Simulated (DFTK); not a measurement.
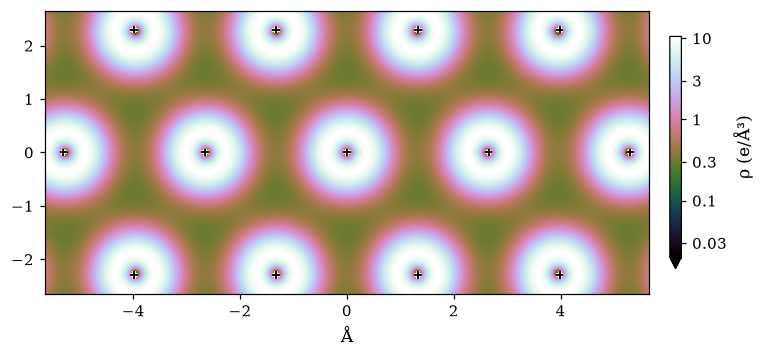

The valence charge density (pseudo) on a plane through atoms (crosses mark nuclei in the plane).

Theory: Kohn-Sham DFT of a periodic cell, PBE, dojo.nc.sr.PBE.v0_4_1.standard.upf (DFTK).

Candidates:
A. Rh, a = 3.75 Å, b = 3.75 Å, c = 3.75 Å, α = 90.00°, β = 90.00°, γ = 90.00°. Space group Fm-3m; computed pressure about 20 GPa in this cell.
B. Ir, a = 2.71 Å, b = 2.71 Å, c = 3.75 Å, α = 90.00°, β = 90.00°, γ = 90.00°. Space group I4/mmm; changed on purpose from its base cell (strain = -0.02); computed pressure about 21 GPa in this cell.

Q: Which system is this?

A: Candidate A: Rh on the (111) plane of the conventional cell, which holds Rh. Rh–Rh (2.65 Å): the density is about 0.4 e/Å³ at the midpoint.
